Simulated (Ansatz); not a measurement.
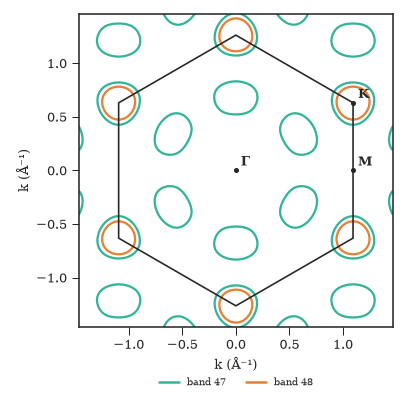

Constant-energy contours of one free-standing WSe₂ layer cut from the bulk crystal (space group of the slab cell P-6m2), 0.30 eV above the conduction-band minimum (one colour a band).

Method: Ansatz, DFT PBE, spin-orbit coupling, plane waves, PAW; levels and slopes on a dense k mesh at the converged density. Non-magnetic. The levels come from a k mesh of 48×48×1 points. The geometry was not relaxed. The cell comes from a database of computed structures, not from a measurement.

Masses come from a second pass at points close to the extrema; at the energies drawn a band may no longer be parabolic.

Question: Describe the band extrema that these surfaces surround.

Answer: Band 47 forms the conduction edge; band 48 begins 0.03 eV higher (at K). Within this energy: two equivalent minima at K, mass 0.38 mₑ in all directions; six equivalent minima on the K–Γ line, 0.11 eV above the edge, principal masses 0.43 and 0.77 mₑ. Another band lies within 0.06 eV there, so the masses may hold only close to the extrema.

Question: And the gap?

Answer: The gap is direct, 1.24 eV at this level of theory, which underestimates gaps and can reorder valleys that lie close.
